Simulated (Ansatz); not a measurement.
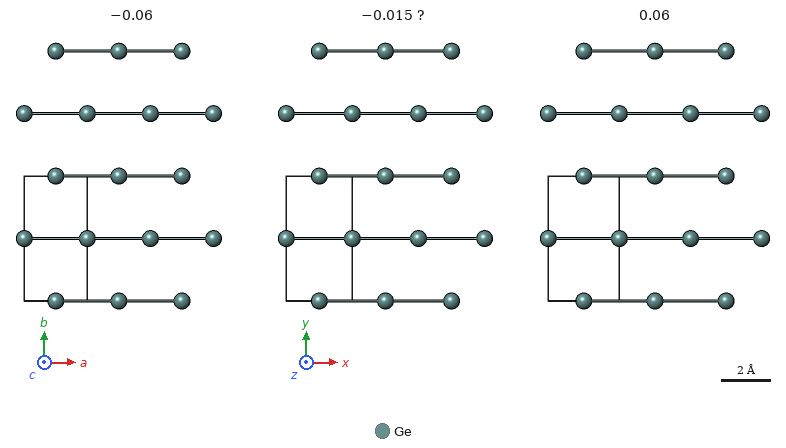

A crystal of Ge (Cmmm): the cell is strained along x alone, with the atoms kept at their fractional coordinates. x, y and z are the Cartesian axes of the input. Style: ball-and-stick. Shown: the conventional cell (2 times the calculation's cell), repeated 3 × 2 × 3 with one cell outlined, along the c axis. Lengths and directions refer to the drawn axes.

Method: DFT PBEsol, scalar-relativistic, plane waves, PAW in Ansatz 0.2.0. (plane-wave cutoff 420 eV; k-point mesh 20 × 20 × 18; occupations gaussian; smearing width 0.15 eV; no spin polarisation). Energies (free energies at the smearing named) are counted from the cell as listed in its source, which wasn't relaxed.

| strain | ΔE (meV/atom) |
| --- | --- |
| −0.0600 | 12.7 |
| −0.0450 | 1.6 |
| −0.0300 | −3.7 |
| −0.0150 | ? |
| 0.0000 | 0.0 |
| 0.0150 | 7.7 |
| 0.0300 | 18.0 |
| 0.0450 | 30.3 |
| 0.0525 | 37.1 |
| 0.0600 | 44.4 |

**Fill in the missing row.**

A straight line between the two neighbours gives −1.9 meV/atom. A cubic through the four nearest rows (−0.0450, −0.0300, 0.0000, 0.0150) gives, with Lagrange weights, (−0.1667)(1.6) + (0.6667)(−3.7) + (0.6667)(0.0) + (−0.1667)(7.7) = −4.0 meV/atom. The calculation gives −4.1 meV/atom, so the cubic is 0.1 meV/atom too high and the straight line 2.2 meV/atom too high, as the curve bends upwards here.

The whole profile:

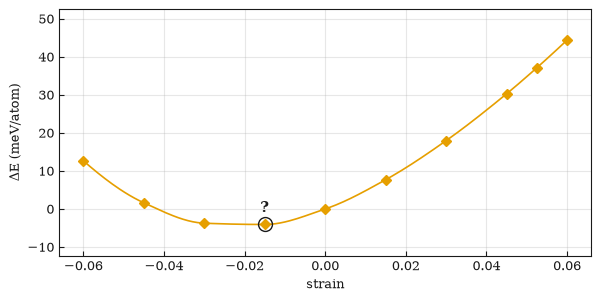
